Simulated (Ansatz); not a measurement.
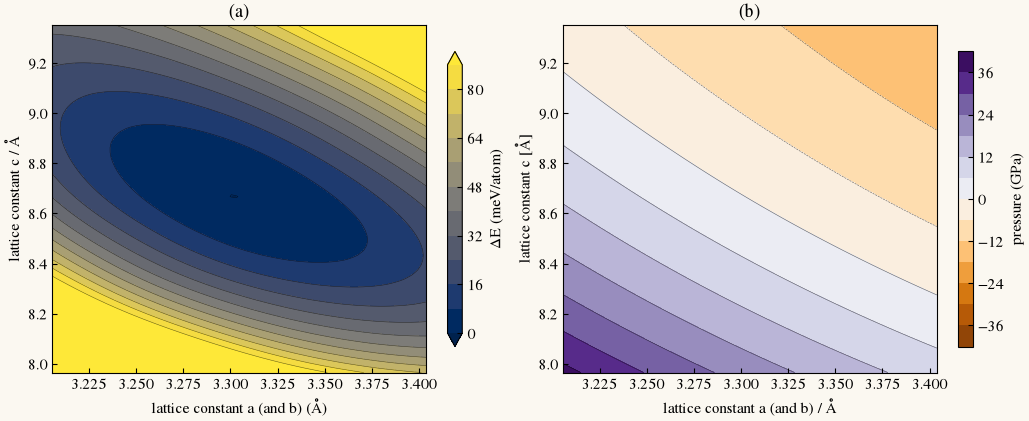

AlAu₂ (I4/mmm, No. 139; 3 atoms in the cell). The energy is mapped over the lattice constants a and c of the conventional cell. The first coordinate is: lattice constant a (and b); the second: lattice constant c. Nothing is relaxed (fractional coordinates fixed). The grid has 7 × 7 points. Points are written as (first, second). Energies: meV/atom, counted from the lowest grid point. Computed with Ansatz 0.2.0, DFT LDA, scalar-relativistic, plane waves, PAW. Settings: cutoff 420 eV, k-mesh 16×16×16, gaussian smearing 0.15 eV, no spin polarisation.

Panel (a) is the energy and panel (b) the computed pressure on the same grid.

Drawn: filled contours, one colour for all values above the top of the scale. Between grid points the surface is interpolated.

Q: How does the pressure vary over the map, and what is it at the lowest grid point?

A: It runs from −16.1 GPa at (3.404 Å, 9.350 Å) to 37.8 GPa at (3.205 Å, 7.965 Å). At the lowest grid point, (3.305 Å, 8.657 Å), it is 0.0 GPa.
